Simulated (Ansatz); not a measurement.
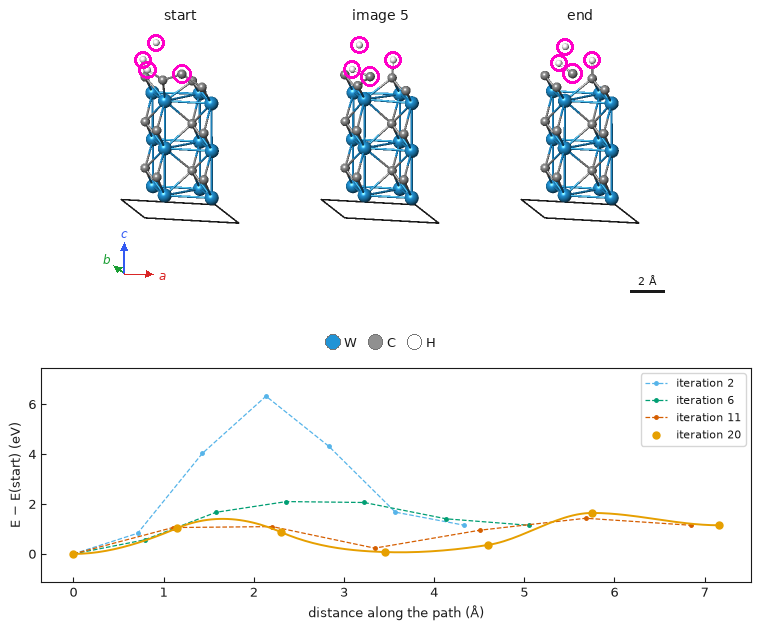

NEB run on CH3 on WC(001) (28 atoms in the cell). Images are numbered from 0 (start) to 6 (end). The plot follows the band through its iterations. A ball-and-stick model of the simulation cell, with the vacuum cut short (origin moved), seen slightly off an axis. The atoms that move most are ringed. Bonds to atoms that aren't drawn are left out.

Level of theory: DFT PBE, scalar-relativistic, plane waves, PAW (Ansatz). Run with plane-wave cutoff 420 eV; k-point mesh 3 × 3 × 1; Gaussian smearing 0.05 eV; 8 atoms held fixed; 5 movable images; climbing image; force threshold 0.05 eV/Å; iteration limit 59; starting path by image-dependent pair potential.

> Judge this run.

The run is converged, with reservations. The band converged in 20 iterations. The climbing image converged on the top of the path. A check of its curvatures didn't confirm a first-order saddle. The first iteration put the highest image at 8.52 eV. Forward barrier 1.64 eV, backward barrier 0.49 eV, with image 5 at the top; the reaction energy is +1.15 eV. The profile has 2 maxima (images 1, 5) with a dip at image 3 (+0.08 eV), so the process runs in steps.

Limits of the set-up: the periodic images lie only 5.8 Å apart, so the values are limited by the cell's size.

The run took 34 min on 4 threads of Intel(R) Xeon(R) Platinum 8488C (Sapphire Rapids), on a shared host, peak memory 3.9 GiB.

PAW datasets: the set soft_1.
